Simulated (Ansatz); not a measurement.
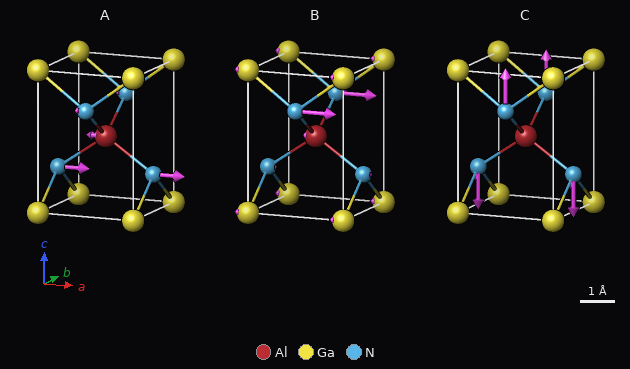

Modes of a crystal of AlGaN₂ relaxed at 15 GPa, space group P-4m2 (No. 115), at the zone centre (one member of each degenerate set). Displacements are drawn as pink arrows; their common scale and sign are arbitrary. The picture is a ball-and-stick view of the cell of the calculation, seen slightly off an axis.

The calculation used DFT LDA, scalar-relativistic, plane waves, PAW (Ansatz).

Frequencies are those without the non-analytic (LO–TO) term.

**Which are infrared-active and which Raman-active?**

A is E, infrared- and Raman-active by symmetry (751 cm⁻¹). B is E, infrared- and Raman-active by symmetry (640 cm⁻¹). C is A₁, Raman-active by symmetry (760 cm⁻¹).
